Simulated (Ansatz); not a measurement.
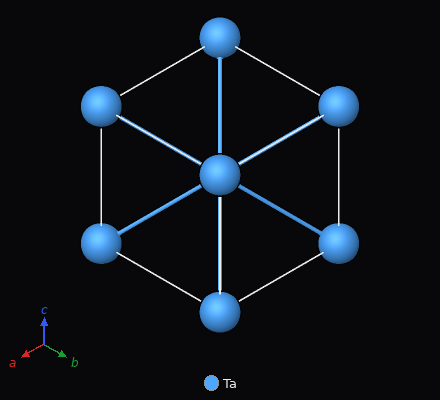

The structure, seen along [111]; the drawing may span several cells.

Given this structure, the geometry relaxed with Ansatz, DFT PBE, scalar-relativistic, plane waves, PAW; the starting structure was generated, so it need not be a known form of this composition, written in its standard cell:

```cif
data_structure
_symmetry_space_group_name_H-M 'Im-3m'
_symmetry_Int_Tables_number 229
_cell_length_a 3.3189
_cell_length_b 3.3189
_cell_length_c 3.3189
_cell_angle_alpha 90.000
_cell_angle_beta 90.000
_cell_angle_gamma 90.000
_cell_volume 36.56
loop_
_atom_site_label
_atom_site_type_symbol
_atom_site_symmetry_multiplicity
_atom_site_Wyckoff_symbol
_atom_site_fract_x
_atom_site_fract_y
_atom_site_fract_z
_atom_site_occupancy
Ta1 Ta 2 a 0.00000 0.00000 0.00000 1
```

What does the kinematic electron diffraction pattern along [111] look like at 200 kV (B = 0.8 Å²)?

The spots form a hexagonal net with both shortest vectors at d = 2.35 Å, 60.0° apart. They are -1 1 0 and -1 0 1. The pattern has symmetry 6mm. No reflection of this zone is absent.

Strongest reflections with d > 0.80 Å, one of each family (|F|² from tabulated Gaussian fits of the electron scattering factors, times a small damping for the curvature of the Ewald sphere):

| hkl | d (Å) | I (strongest = 100) |
| --- | --- | --- |
| 1 0 -1 | 2.347 | 100 |
| 2 -1 -1 | 1.355 | 33 |
| 2 0 -2 | 1.173 | 23 |
| 3 -1 -2 | 0.887 | 9 |

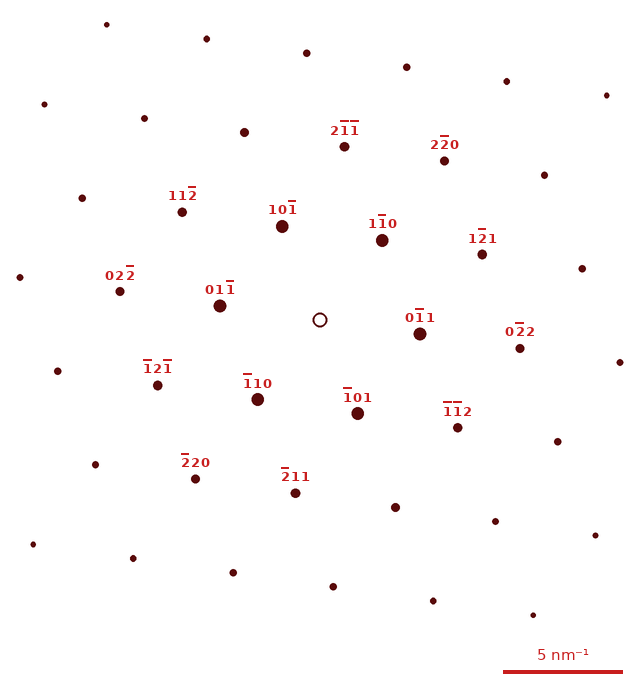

Calculated pattern, seen from the source side with [111] pointing towards the source.
